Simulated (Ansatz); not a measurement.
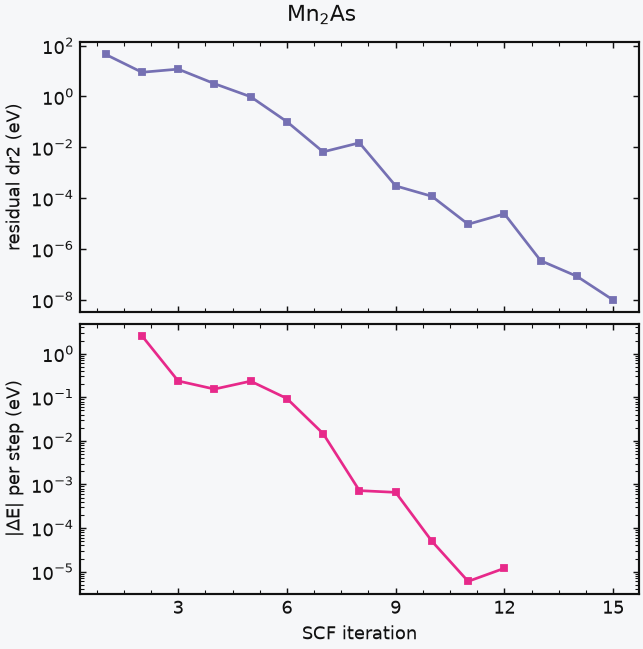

The plot shows the SCF iterations of a calculation: density residual dr2, step-to-step change of the Harris–Foulkes energy. Energy differences below 3 × 10⁻⁶ eV aren't drawn. dr2 is the charge part; the magnetisation has a residual of its own.

Program: Ansatz.

```
crystal:
  lattice:
    - [3.5842004322, 0.0, 0.0]
    - [0.0, 3.5842004322, 0.0]
    - [0.0, 0.0, 5.9701805023]
  atoms:
    - { symbol: Mn, position: [0.0, 0.0, 0.0], spin: 4.0 }
    - { symbol: Mn, position: [0.5, 0.5, 0.0], spin: 4.0 }
    - { symbol: Mn, position: [0.5, 0.0, 0.67], spin: 4.0 }
    - { symbol: Mn, position: [0.0, 0.5, 0.33], spin: 4.0 }
    - { symbol: As, position: [0.5, 0.0, 0.265] }
    - { symbol: As, position: [0.0, 0.5, 0.735] }
basis:
  ecutwfc: 420
kpoints:
  mp_grid: { grid: [10, 10, 6] }
hamiltonian:
  xc: pbesol
scf:
  occupations: { method: gaussian, width: 0.1 }
  lower_state_search: "off"
output:
  forces: true
  stress: true
  eigenvalues: true
  populations: true
magnetization:
  spin_polarized: true
```

Command:
```bash
ansatz run input.yaml --threads 1 --pin off --max-ram 2560MiB --backend cpu --events-out ev --progress --plain --runs-dir out
```

Question: Was self-consistency reached?

Answer: Converged, in 15 iterations. The residual falls unevenly and jumps up by a factor of two or more twice on the way down. The program keeps the magnetisation out of the quasi-Newton mixer until iteration 2 and then restarts the mixer with it. From the first spectrum the program read the system as a metal and chose the Kerker preconditioner.

Question: Read the residual at the first and at the last step drawn.

Answer: It starts near 50 and ends near 10⁻⁸ eV.
